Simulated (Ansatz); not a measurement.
# TaSi2: what the fields show

Input file:

```
crystal:
  lattice:
    - [4.76862665, 0.0, 0.0]
    - [-2.38431333, 4.12975182, 0.0]
    - [0.0, 0.0, 6.52140995]
  atoms:
    - { symbol: Ta, position: [0.0, 0.5, 0.16666667] }
    - { symbol: Ta, position: [0.5, 0.5, 0.83333333] }
    - { symbol: Ta, position: [0.5, 0.0, 0.5] }
    - { symbol: Si, position: [0.84138365, 0.6827673, 0.5] }
    - { symbol: Si, position: [0.15861635, 0.84138365, 0.83333333] }
    - { symbol: Si, position: [0.6827673, 0.84138365, 0.16666667] }
    - { symbol: Si, position: [0.15861635, 0.3172327, 0.5] }
    - { symbol: Si, position: [0.84138365, 0.15861635, 0.83333333] }
    - { symbol: Si, position: [0.3172327, 0.15861635, 0.16666667] }
basis:
  ecutwfc: 420
kpoints:
  mp_grid: { grid: [12, 12, 6] }
hamiltonian:
  xc: lda
scf:
  occupations: { method: gaussian, width: 0.1 }
output:
  forces: true
  stress: true
  eigenvalues: true
  write_density: true
  write_potential: true
  elf: true
  volumetric_format: npy
relax:
  adjacent_minimum: "off"
  f_tol: 0.005
  max_steps: 80
  cell: { stress_tol: 0.05 }
```

Command:

```sh
ansatz run input.yaml --threads 8 --pin off --max-ram 28672MiB --backend cpu --events-out ev --progress --plain --runs-dir out
```

Below, planes, directions and counts refer to the conventional cell (a = 4.73 Å, b = 4.73 Å, c = 6.52 Å, α = 90.00°, β = 90.00°, γ = 120.00°).

The fields are those of the run's last geometry, not of the input's.

Space group P6₂22; a structure from a database of computed crystals, not necessarily the ambient phase; computed without spin polarisation.

Method: Ansatz 0.2.0, DFT LDA, scalar-relativistic, plane waves, PAW.

Core electrons are frozen (PAW), and the valence fields are smoothed inside the atomic spheres.

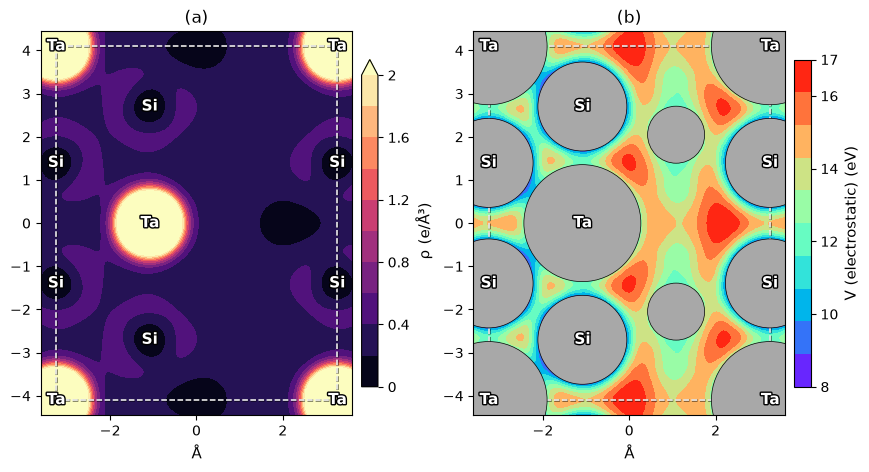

Figure 1. (a) valence charge density (pseudo); (b) electrostatic potential energy of an electron on the (110) plane of the conventional cell. Grey discs cover the atomic cores in the potential map.

Question: What does the map show?

Answer: Atoms in the plane: Ta and Si.
Si–Si (2.53 Å): the density is about 0.39 e/Å³ at the midpoint.
Ta–Si (2.58 Å): ρ at the midpoint is about 0.41 e/Å³.
Ta–Si (2.70 Å): ρ at the midpoint is about 0.35 e/Å³.
Between the atoms the lowest density in this plane is 0.13 e/Å³.
Outside the cores the potential energy rises away from the atoms and is highest about 1.8 Å from the nearest atoms; its zero is arbitrary.

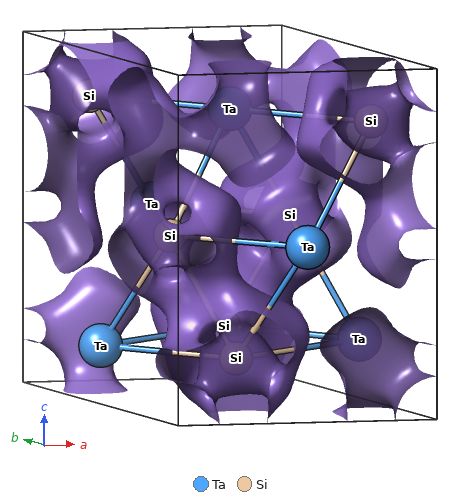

Figure 2. Isosurface of the electron localisation function at 0.55 (purple), seen at an oblique angle. Only the valence region is drawn (cores and ρ < 0.01 e/Å³ removed). Sticks mark near contacts.

Question: What do the ELF domains correspond to?

Answer: At this value the surface marks out channels that run through the cell in one direction, counted in one cell of 9 atoms. Regions shared between cells count once. Profiles from the grid: Si–Si (2.53 Å): the ELF peaks at about 0.75 between the atoms. Ta–Si (2.58 Å): the ELF peaks at about 0.75 in the valence shell of Si, 0.9 Å from its nucleus, and is about 0.40 at the midpoint.

Question: Metal or insulator at this level of theory?

Answer: It is metallic or semimetallic at this level of theory: no gap opens.
